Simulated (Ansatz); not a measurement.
ZnSe

Input

```
crystal:
  lattice:
    - [0.0, 2.6667078986, 3.2000494784]
    - [2.6667078986, 0.0, 3.2000494784]
    - [2.6667078986, 2.6667078986, 0.0]
  atoms:
    - { symbol: Zn, position: [0.0, 0.0, 0.0] }
    - { symbol: Se, position: [0.75, 0.75, 0.75] }
basis:
  ecutwfc: 500
kpoints:
  mp_grid: { grid: [10, 10, 10] }
hamiltonian:
  xc: r2scan
scf:
  occupations: { method: gaussian, width: 0.05 }
output:
  forces: true
  stress: true
  eigenvalues: true
  write_density: true
  write_potential: true
  elf: true
  volumetric_format: npy
```

Command:

```sh
ansatz run input.yaml --threads 1 --pin off --max-ram 2560MiB --backend cpu --events-out ev --progress --plain --runs-dir out
```

Below, planes, directions and counts refer to the conventional cell (a = 3.77 Å, b = 3.77 Å, c = 6.40 Å, α = 90.00°, β = 90.00°, γ = 90.00°).

Space group I-4m2.

All numbers below come from DFT r2SCAN, scalar-relativistic, plane waves, PAW (Ansatz).

In a PAW calculation such maps are meaningful between the atoms, not at the nuclei.

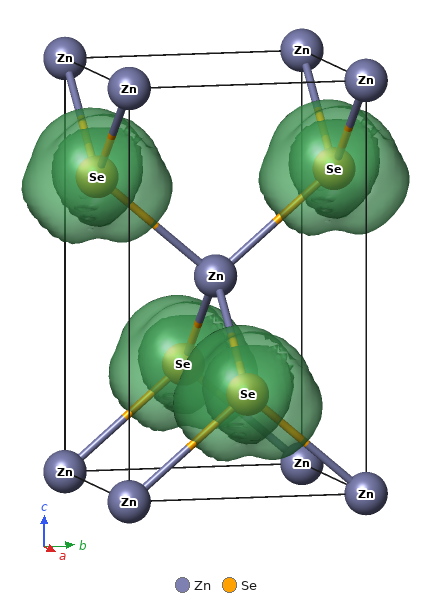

Figure 1. Isosurface of the electron localisation function at 0.75 (green), seen slightly off an axis. Core shells and regions of very low density are left out. Sticks mark near contacts.

Where are the electrons localised?

Answer. The ELF exceeds this value in two regions wrapped around Se (the valence shell of each), counted in one cell of 4 atoms. Regions shared between cells count once. Along the contacts the grid gives the following. Zn–Se (2.47 Å): the ELF is about 0.60 at the midpoint.

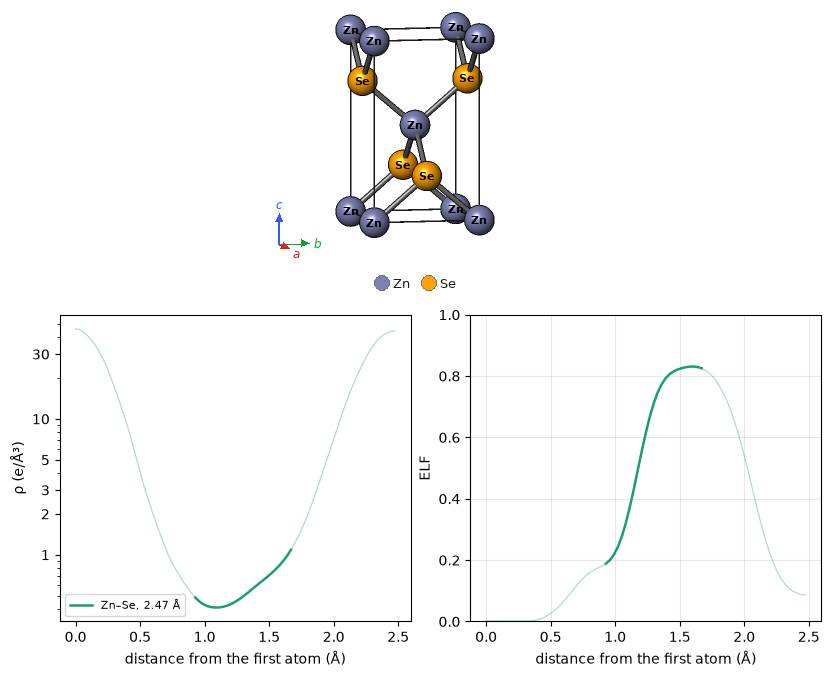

Figure 2. Valence charge density (pseudo) and electron localisation function along straight lines between neighbouring atoms. Thin, pale parts lie inside the atomic spheres. The structure is drawn too.

What can be read from the curves?

Answer. Zn–Se (2.47 Å): ρ at the midpoint is about 0.45 e/Å³; the ELF is about 0.60 at the midpoint.

Metal or insulator at this level of theory?

Answer. It is gapped, with a Kohn–Sham gap of 1.4 eV on the k-point mesh, an upper bound to the gap of this method.
